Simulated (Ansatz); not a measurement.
# Run report: WS2, geometry relaxation (part 2 of 2)

The same run, continued: WS2 (P-3m1, 6 atoms in the cell); DFT PBEsol, scalar-relativistic, plane waves, PAW, no spin polarisation (Ansatz 0.2.0); cutoff 420 eV, 12×12×2 k-mesh, Gaussian smearing of 0.02 eV. The structure derives from a Materials Project entry.

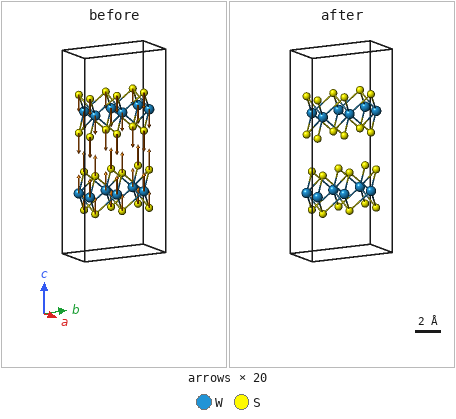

Fig. 1: Before (left) and after (right) the relaxation, at one scale (ball-and-stick view of the 2 × 3 repeat of the cell, with the vacuum cut short, seen slightly off an axis). The orange arrows give the displacements (without the part carried along by the change of the cell), magnified 20 times. Over 4 geometry steps the energy falls by 5.2 meV per atom. The largest force component goes from 0.11 to 0.0015 eV/Å. The line search rejected the trial step at point 1 (counted from 0) and went back. The largest moves relative to the cell, 0.087 Å, are those of S4 and S5. Largest moves by element: S 0.087 Å, W 0.079 Å. In the plane the drawn cell goes a 6.366 → 6.292 Å (−1.2 %), b 9.550 → 9.438 Å (−1.2 %). Among the contacts that change: W1–S4 2.410 → 2.399 Å. The space group stays P-3m1 (No. 164). A last SCF at the same geometry on a re-selected plane-wave basis shifts the energy by +0.1 meV per atom. (Atoms are counted from 1 in the order of the input.)

```
basis re-selected at this cell: Δ(F+E_penalty+E_count) = +4.532e-4 eV, ΔP = -0.000 GPa vs the last step (what re-selecting the basis moved, of the pressure what is left beyond the Pulay correction that the steps carried, after the strain that the cell walked since its last selection, with what the two solves' SCF thresholds leave and, on support functions, any second-order correction that the steps lacked; it is no measure of the basis error at this ecutwfc). This SCF's stress stands 6.32e-3 GPa from its target on what of the cell is left free (relax.cell.stress_tol is 5.00e-2 GPa) and its largest allowed force component is 1.46e-3 eV/Å (relax.f_tol is 5.00e-3 eV/Å): within both
WARN: The output density's exchange-correlation potential varies sharply where the density is thin. Do not read a vacuum level from v_tot or v_xc, or from such a field of the output density. On a cell that repeats whose density bears no net charge and no dipole along the vacuum's axis use v_es (v_loc + v_h of the components); under efield.dipole_correction with no amplitude use v_es + v_field, which holds any external_charges[].barrier, or the levels of the report's work_function block, which leave it out; under a non-zero efield.amplitude the vacuum is tilted and has no level; on a cell that repeats and bears such a dipole with no correction it is tilted too, and efield.dipole_correction with no amplitude gives each side of its ramp a level where efield: is served; in a cell that repeats whose density bears a net charge (total_charge, or a fill off its count) it is curved and has none; of a slab under crystal.periodic whose density bears no net charge use v_es, which has a level on each side, short of where the two are joined; of another it falls or rises all the way out and has none; of a slab beside external_charges read slab_vacuum_level instead, which it has where they leave it neutral. The grid or the basis barely resolves most such structure, and the values can differ between equally converged runs; as a rule a tighter scf.convergence.dr2_threshold does not remove it. Where the density itself ripples (under the LDA too) a higher basis.ecutwfc lessens it. The files hold the spikes' plane waves up to the density's cutoff. Files: v_tot_of_output_density and the like, and their columns of v_z.tsv (output.write_potential); v_xc_of_output_density and the like, and their columns of v_comp_z.tsv (output.write_potential_components). Measured: with its Gaussian average of σ = 0.25 Å subtracted twice, the exchange-correlation potential is over 0.1 eV at 1 of the grid points where the equally averaged density (valence and model cores) is under 1e-3 e/Å³, and 0.156 eV at the most among them, at an averaged density of 8.2e-9 e/Å³. The input density's (outcome.potential() and, of a run that writes arrays, v_tot and v_xc) is over 0.1 eV, so measured, at 1 points of its own thin density, 0.116 eV at the most. See output.write_potential in the manual, Limitations
SCF converged after 7 iterations
Free energy (F): -24058.134807 eV
Harris-Foulkes:  -24058.134807 eV  (|F-HF|=7.28e-11)
Internal energy: -24058.134807 eV  (E = F + TS)
E sigma→0 (E₀):  -24058.134807 eV
Fermi energy:    4.122023 eV
--- Per-component energies (eV) ---
  E_band       = -788.762641
  E_kinetic    = 1333.934764
  E_local      = -31890.337671  (includes V_loc(G=0)·N_el)
  E_nonlocal   = 120.630431
  E_hartree    = 15375.907210
  E_xc         = -917.421874
  E_vxc        = -829.960156  (∫ρ·V_xc dr)
  E_paw        = -19209.064410  (= ΣΔE_a)
  E_vpaw       = -274.844010  (= ΣTr[D̂ρ^β])
  E_aug_tail   = -0.000131  (compensation charges beyond the density's cutoff)
  E_ewald      = 11127.525493
  E_core_change = 0.691382  (= ΣΔE_core)
  E_smearing   = -0.000000  (= −TS)
  E_closure    = 0.000000  (closes the sum)
  Σ components = -24058.134807   (vs F -24058.134807, Δ=0.00e0)
--- Forces (eV/Å), atoms counted from 1 ---
  atom   1  W     -0.00000000    -0.00000000     0.00042361
  atom   2  W      0.00000000     0.00000000    -0.00042361
  atom   3  S     -0.00000000    -0.00000000     0.00145615
  atom   4  S      0.00000000     0.00000000     0.00097765
  atom   5  S     -0.00000000    -0.00000000    -0.00097765
  atom   6  S      0.00000000     0.00000000    -0.00145615
  max |Σ_I F_I| component: 4.63e-18 eV/Å
--- Stress (GPa, compression-positive) ---
       -0.000450       0.000000      -0.000000
        0.000000      -0.000450       0.000000
       -0.000000       0.000000      -0.006323
  P = ⅓ Tr σ = -0.0024 GPa (-0.024 kbar)
--- Band table (eV; the first three rows and the last of 38) ---
  k-point 0: bands = ["-70.7760", "-70.7760", "-35.0905", "-35.0905", "-34.8929", "-34.8929", "-34.8929", "-34.8929", "-11.8748", "-11.7946", "-10.2143", "-10.0586", "-3.6624", "-3.2464", "0.2102", "0.2102", "0.2144", "0.2144", "0.4008", "1.3445", "1.4886", "1.4886", "1.5052", "1.5052", "2.7465", "3.3598", "6.0480", "6.0480", "6.0538", "6.0538", "6.1988", "6.1988"]
  k-point 1: bands = ["-70.7760", "-70.7760", "-35.0905", "-35.0905", "-34.8929", "-34.8929", "-34.8929", "-34.8929", "-11.8748", "-11.7946", "-10.2143", "-10.0586", "-3.6624", "-3.2464", "0.2102", "0.2102", "0.2144", "0.2144", "0.4008", "1.3446", "1.4886", "1.4886", "1.5053", "1.5053", "2.7465", "3.3598", "6.0481", "6.0481", "6.0538", "6.0538", "6.1988", "6.1988"]
  k-point 2: bands = ["-70.7747", "-70.7747", "-35.0858", "-35.0857", "-34.9191", "-34.9191", "-34.8989", "-34.8989", "-11.7538", "-11.6736", "-10.1672", "-10.0164", "-3.5202", "-3.1041", "-0.0997", "-0.0923", "0.1466", "0.3286", "0.3348", "0.7564", "1.2983", "1.3167", "1.5682", "1.8453", "2.7278", "3.2334", "5.9076", "5.9382", "5.9431", "6.0062", "6.0772", "6.1512"]
  k-point 37: bands = ["-70.7534", "-70.7534", "-35.1775", "-35.1775", "-35.1396", "-35.1396", "-35.0100", "-35.0100", "-9.2223", "-9.2223", "-9.1586", "-9.1586", "-2.8942", "-2.8367", "-2.4198", "-2.4198", "-1.5830", "-1.4939", "-0.8722", "-0.8722", "-0.2453", "-0.2453", "0.6765", "0.6765", "3.0186", "3.1015", "5.0031", "5.0031", "6.0834", "6.5968", "7.1823", "7.1823"]
--- Relaxed structure (5 steps of the walk, 4 accepted, 1 SCFs on fresh bases) ---
  F+E_penalty+E_count = -24058.13480691 eV   max|allowed force component| = 1.456e-3 eV/Å   (the final SCF, on the basis selected at the relaxed cell)
  cell:  # Å, volume = 201.9892 Å³
    - [3.145881397762103, 1.3802746795977332e-33, -3.771192190656768e-18]
    - [-1.5729406988810515, 2.7244132077548793, 1.885596095328386e-18]
    - [-2.804071849019754e-17, -2.8736510091367166e-32, 23.567457045575875]
  atoms:
    - { symbol: W, position: [0.33333333333333326, 0.6666666666666665, 0.6345758436692924] }
    - { symbol: W, position: [0.6666666666666665, 0.33333333333333326, 0.3654241563307075] }
    - { symbol: S, position: [0.33333333333333326, 0.6666666666666665, 0.29894699599423447] }
    - { symbol: S, position: [0.6666666666666665, 0.33333333333333326, 0.5680493319509647] }
    - { symbol: S, position: [0.33333333333333326, 0.6666666666666665, 0.4319506680490354] }
    - { symbol: S, position: [0.6666666666666665, 0.33333333333333326, 0.7010530040057659] }
```

Trajectory as extended XYZ (Å, eV, eV/Å), 6 frames, from step=1 to step=6
```
6
Lattice="3.1832 0.0000 0.0000 -1.5916 2.7567 0.0000 0.0000 0.0000 23.6688" Properties=species:S:1:pos:R:3:forces:R:3 step=1 energy=-24058.10435 pressure_GPa=-1.51
W     0.0000    1.8378   15.0845    0.0000   0.0000   0.0067
W     1.5916    0.9189    8.5842    0.0000   0.0000  -0.0067
S     0.0000    1.8378    7.0253    0.0000   0.0000   0.1147
S     1.5916    0.9189   13.5253    0.0000   0.0000   0.0888
S     0.0000    1.8378   10.1434    0.0000   0.0000  -0.0888
S     1.5916    0.9189   16.6435    0.0000   0.0000  -0.1147
6
Lattice="3.0983 0.0000 0.0000 -1.5491 2.6832 0.0000 0.0000 0.0000 23.6018" Properties=species:S:1:pos:R:3:forces:R:3 step=2 energy=-24058.08392 pressure_GPa=1.05 accepted=F
W     0.0000    1.7888   14.9783    0.0000   0.0000   0.0041
W     1.5491    0.8944    8.6235    0.0000   0.0000  -0.0041
S     0.0000    1.7888    7.0286    0.0000   0.0000   0.2162
S     1.5491    0.8944   13.3820    0.0000   0.0000   0.2191
S     0.0000    1.7888   10.2198    0.0000   0.0000  -0.2191
S     1.5491    0.8944   16.5732    0.0000   0.0000  -0.2162
6
Lattice="3.1480 0.0000 0.0000 -1.5740 2.7262 0.0000 0.0000 0.0000 23.6046" Properties=species:S:1:pos:R:3:forces:R:3 step=3 energy=-24058.13455 pressure_GPa=-0.23
W     0.0000    1.8175   15.0064    0.0000   0.0000   0.0005
W     1.5740    0.9087    8.5982    0.0000   0.0000  -0.0005
S     0.0000    1.8175    7.0296    0.0000   0.0000   0.0547
S     1.5740    0.9087   13.4369    0.0000   0.0000   0.0452
S     0.0000    1.8175   10.1677    0.0000   0.0000  -0.0452
S     1.5740    0.9087   16.5750    0.0000   0.0000  -0.0547
6
Lattice="3.1454 0.0000 0.0000 -1.5727 2.7240 0.0000 0.0000 0.0000 23.5673" Properties=species:S:1:pos:R:3:forces:R:3 step=4 energy=-24058.13525 pressure_GPa=-0.02
W     0.0000    1.8160   14.9552    0.0000   0.0000   0.0015
W     1.5727    0.9080    8.6121    0.0000   0.0000  -0.0015
S     0.0000    1.8160    7.0447    0.0000   0.0000   0.0120
S     1.5727    0.9080   13.3867    0.0000   0.0000   0.0107
S     0.0000    1.8160   10.1806    0.0000   0.0000  -0.0107
S     1.5727    0.9080   16.5225    0.0000   0.0000  -0.0120
6
Lattice="3.1459 0.0000 0.0000 -1.5729 2.7244 0.0000 0.0000 0.0000 23.5675" Properties=species:S:1:pos:R:3:forces:R:3 step=5 energy=-24058.13526 pressure_GPa=-0.00
W     0.0000    1.8163   14.9553    0.0000   0.0000   0.0004
W     1.5729    0.9081    8.6121    0.0000   0.0000  -0.0004
S     0.0000    1.8163    7.0454    0.0000   0.0000   0.0016
S     1.5729    0.9081   13.3875    0.0000   0.0000   0.0011
S     0.0000    1.8163   10.1800    0.0000   0.0000  -0.0011
S     1.5729    0.9081   16.5220    0.0000   0.0000  -0.0016
6
Lattice="3.1459 0.0000 0.0000 -1.5729 2.7244 0.0000 0.0000 0.0000 23.5675" Properties=species:S:1:pos:R:3:forces:R:3 step=6 energy=-24058.13481 pressure_GPa=-0.00
W     0.0000    1.8163   14.9553    0.0000   0.0000   0.0004
W     1.5729    0.9081    8.6121    0.0000   0.0000  -0.0004
S     0.0000    1.8163    7.0454    0.0000   0.0000   0.0015
S     1.5729    0.9081   13.3875    0.0000   0.0000   0.0010
S     0.0000    1.8163   10.1800    0.0000   0.0000  -0.0010
S     1.5729    0.9081   16.5220    0.0000   0.0000  -0.0015
```

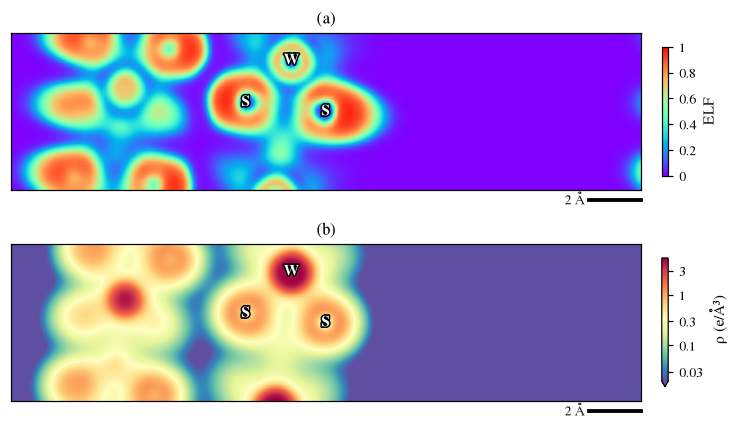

Fig. 2: (a) ELF; (b) valence pseudo-density on the (111) plane of the conventional cell. The section cuts through W and S sites. W–S (2.40 Å): the density is about 0.64 e/Å³ at the midpoint; the ELF is about 0.50 at the midpoint. The density dies away to nearly zero in the voids. The ELF has a maximum of about 0.55 in the space between the atoms. The strong features right at W lie inside the PAW spheres (semicore, d or f shells) and say nothing about bonding. The fields are those of the smooth PAW valence density.

The run was set up as follows.

Input file
```yaml
crystal:
  lattice:
    - [3.1832085602, 0.0, 0.0]
    - [-1.5916042801, 2.7567394786, 0.0]
    - [0.0, 0.0, 23.66876325]
  atoms:
    - { symbol: W, position: [0.33333333, 0.66666667, 0.63731754] }
    - { symbol: W, position: [0.66666667, 0.33333333, 0.36268246] }
    - { symbol: S, position: [0.33333333, 0.66666667, 0.29681611] }
    - { symbol: S, position: [0.66666667, 0.33333333, 0.57144183] }
    - { symbol: S, position: [0.33333333, 0.66666667, 0.42855817] }
    - { symbol: S, position: [0.66666667, 0.33333333, 0.70318389] }
basis:
  ecutwfc: 420
kpoints:
  mp_grid: { grid: [12, 12, 2] }
hamiltonian:
  xc: pbesol
scf:
  occupations: { method: gaussian, width: 0.02 }
output:
  forces: true
  stress: true
  eigenvalues: true
  write_density: true
  write_potential: true
  elf: true
  volumetric_format: npy
relax:
  adjacent_minimum: "off"
  f_tol: 0.005
  max_steps: 80
  cell: { stress_tol: 0.05 }
```

Run as:
```bash
ansatz run input.yaml --threads 2 --pin off --max-ram 5120MiB --backend cpu --events-out ev --progress --plain --runs-dir out
```

Results in brief

| quantity | value |
| --- | --- |
| outcome | converged |
| space group (tolerance 0.01 Å) | P-3m1 (164) |
| electrons treated | 52 |
| free energy | −24058.1348 eV |
| Fermi energy | 4.122 eV |
| gap on the k-point mesh | 1.52 eV |
| pressure | 0.00 GPa |
| final volume | 201.99 Å³ |
| largest force (length of the vector) at the end | 0.001 eV/Å |
| final cell | a = 3.146 Å, b = 3.146 Å, c = 23.567 Å, α = 90.00°, β = 90.00°, γ = 120.00° |
| hardware | 2 threads of Intel Xeon (Granite Rapids), 144 GiB of memory available, shared host |
| wall time | 29 s (CPU time 57 s) |
| peak memory | 0.64 GiB |

Remarks

The program warns: the exchange-correlation potential is rough where the density is thin. Spin–orbit coupling is left out, which matters for W.
